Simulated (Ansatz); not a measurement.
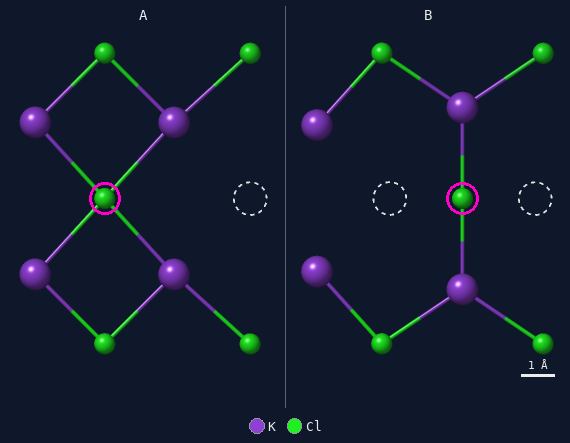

A vacancy jump of chlorine in KCl (Fm-3m phase), in a cell of charge +1 (on a uniform background) with 15 atoms, whose images lie 8.8 Å apart. One frame is the relaxed vacancy; in the other the neighbouring Cl atom (ringed) was set half-way along its jump of 4.41 Å and all atoms were relaxed in the symmetry of that start. Dashed circles mark empty sites. Style: ball-and-stick. Shown: the slice 3.8 Å thick through the jump, out to 5.0 Å from its middle, across the jump.

Method: Ansatz 0.2.0, DFT PBEsol, scalar-relativistic, plane waves, PAW. Settings: plane-wave cutoff 420 eV; k-point mesh 4 × 4 × 4; occupations gaussian; smearing width 0.05 eV; no spin polarisation; atoms relaxed in a fixed cell; force threshold 0.02 eV/Å.

**Which frame is the half-way one, and how far apart are the two in energy?**

Frame B is the half-way start after relaxation. It lies 0.69 eV above the relaxed vacancy. The atom stays half-way, on the straight line. The symmetry of the start was kept and can hold it there, so for a path with one hump at the middle this is the barrier or an upper bound to it. There it has 2 K as nearest neighbours, the closest at 2.76 Å. The gap on the mesh is 4.35 eV with the relaxed vacancy and 4.27 eV half-way.

Limits of the set-up: the cell is charged, on a uniform background, and energies carry no finite-size correction.
